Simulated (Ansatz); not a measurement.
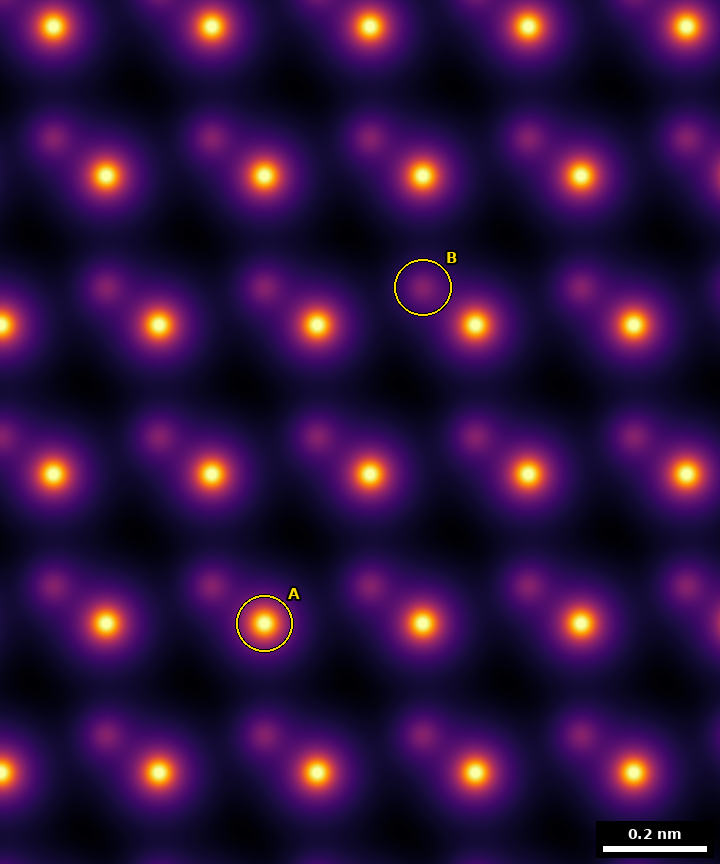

Map of the projected electrostatic potential of HfC (F-43m, No. 216) along [110]. Computed as the sum of neutral-atom potentials (tabulated electron scattering factors, B = 0.5 Å²) projected along the beam and smoothed by 0.25 Å; brighter is more positive. The display is stretched by a gamma of 0.6; percentages refer to the linear signal. Structure used: a calculation's starting geometry; the starting structure was generated, so it need not be a known form of this composition.

```cif
data_structure
_symmetry_space_group_name_H-M 'F-43m'
_symmetry_Int_Tables_number 216
_cell_length_a 5.0253
_cell_length_b 5.0253
_cell_length_c 5.0253
_cell_angle_alpha 90.000
_cell_angle_beta 90.000
_cell_angle_gamma 90.000
_cell_volume 126.91
loop_
_atom_site_label
_atom_site_type_symbol
_atom_site_symmetry_multiplicity
_atom_site_Wyckoff_symbol
_atom_site_fract_x
_atom_site_fract_y
_atom_site_fract_z
_atom_site_occupancy
Hf1 Hf 4 a 0.00000 0.00000 0.00000 1
C1 C 4 d 0.25000 0.25000 0.75000 1
```

Assign the marked columns.

Answer. A: Hf (1 Hf per 3.55 Å along the beam; the brightest kind). B: C (1 C per 3.55 Å along the beam; about 15 % of the brightest peak). Brightness is counted from the darkest point of the image.
